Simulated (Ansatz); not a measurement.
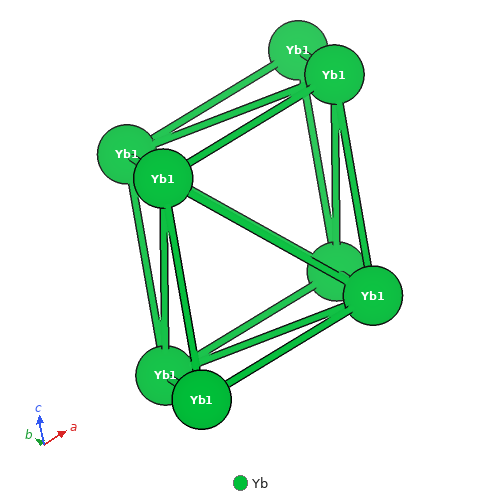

Two computed energy maps of cells of Yb. The picture above is the structure of the first map.

Map 1

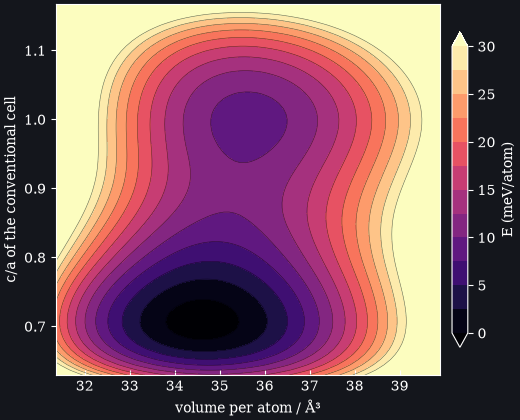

Yb (Fm-3m, No. 225; 1 atom in the cell). The energy is mapped over volume and the cell's shape. Coordinates scanned: (1) volume per atom; (2) c/a of the conventional cell. Nothing is relaxed (symmetry fixes all fractional coordinates). Grid: 7 × 9 points. Points are written as (first, second). All energies are given in meV/atom relative to the lowest grid point. Computed with DFT PBE, scalar-relativistic, plane waves, PAW (Ansatz). Settings: cutoff 420 eV, k-mesh 16×16×16, gaussian smearing 0.15 eV, no spin polarisation.

The picture shows filled contours, one colour for all values above the top of the scale. Between grid points the surface is interpolated.

Map 2

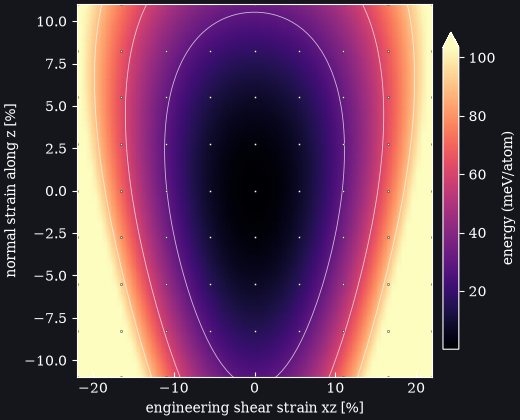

Yb (Fm-3m, No. 225; 1 atom in the cell). 
- The energy is mapped over two homogeneous strains (x, y and z along the cube axes).
- First axis: engineering shear strain xz. Second axis: normal strain along z.
- Nothing is relaxed (symmetry fixes all fractional coordinates).
- Grid: 9 × 9 points; 45 points were computed and 36 follow by symmetry.
- Points are written as (first, second).
- Energies are in meV/atom, from the lowest grid point.
- Theory: DFT PBE, scalar-relativistic, plane waves, PAW in Ansatz 0.2.0. Settings: cutoff 420 eV, k-mesh 14×14×14, gaussian smearing 0.15 eV, no spin polarisation.

Drawn: a smooth colour map with a few white contour lines, dots at the grid points, one colour for all values above the top of the scale. Between grid points the surface is interpolated.

Question: Summarise the maps one by one.

Answer: Map 1: The lowest grid point is at (34.21 Å³, 0.734). The bottom of the well lies between grid points, at about (34.59 Å³, 0.707), about 1.3 meV/atom lower on the interpolated surface. A higher local minimum lies near (35.63 Å³, 1.000) [fcc] (8.8 meV/atom above the lowest at that grid point). The highest grid point, (31.36 Å³, 1.167), lies 68.5 meV/atom above the lowest. On the interpolated surface the easiest way out of the lowest well to the well at (35.63 Å³, 1.000) [fcc] passes a barrier of about 12 meV/atom, counted from the interpolated bottom of the well. Round the minimum the two coordinates are nearly uncoupled. The reference (Fm-3m) is not the lowest structure on this map: the low region lies near c/a = 0.71, the bcc structure.
Map 2: The lowest grid point is at (0.0 %, 0.00 %). No other kind of well shows on this grid. The highest grid point, (−22.0 %, −11.00 %), lies 220 meV/atom above the lowest. Round the minimum the contours are nearly round: the two directions are equally stiff and uncoupled.

Question: Maps 1, 2 start from a relaxed reference structure. Do they show a way to lower its energy?

Answer: Yes. In map 1 the point (34.21 Å³, 0.734) lies 8.8 meV/atom below the reference. Elsewhere the reference is the lowest point.
